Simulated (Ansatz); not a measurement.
Start from this file.

```xyz
8
Lattice="2.4909 0.0000 0.0000 0.0000 5.7662 0.0000 0.0000 0.0000 4.2930" Properties=species:S:1:pos:R:3 pbc="T T T"
B     1.2454    0.0000    2.1480
N     1.2454    0.0000    0.7142
B     1.2454    2.8831    0.0014
N     1.2454    2.8831    2.8607
B     0.0000    0.0000    0.0014
N     0.0000    0.0000    2.8607
B     0.0000    2.8831    2.1480
N     0.0000    2.8831    0.7142
```

Q: Summarise the structure in words.

A: The structure is one of BN. Symmetry: Fmm2 (No. 42), face-centred orthorhombic lattice. Content of the cell: 4 B, 4 N (Z = 4). Each B has three N in a trigonal planar arrangement at 1.43 Å. The N atoms are each bonded to three B in a trigonal planar arrangement at 1.43 Å. The bonds build BN layers parallel to (010).

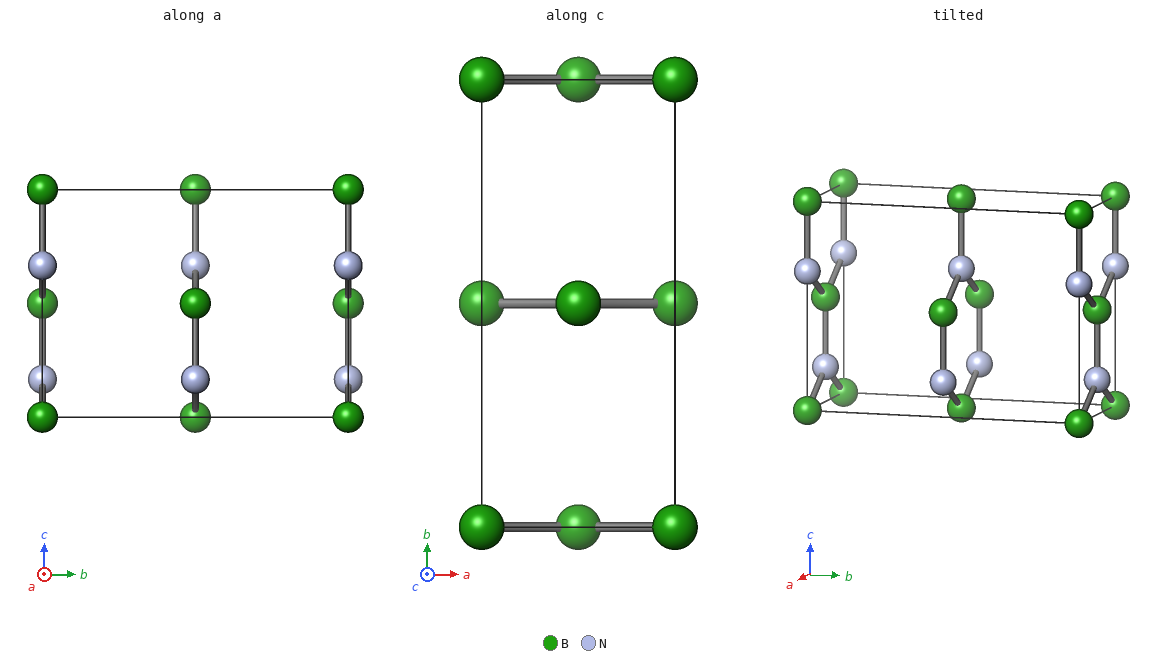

A ball-and-stick rendering, viewed along the a axis, along the c axis and slightly off an axis. One conventional unit cell is framed, with atoms on its boundary repeated.

The structure was taken from a structure listed in the Materials Project. Earlier steps of the study may have refined or changed the cell and positions. It was run through Ansatz as a DFT input.

At this level of theory the cell isn't at rest (compressed, at 10 GPa), so its distances can differ from those at equilibrium, the more so the softer the solid.
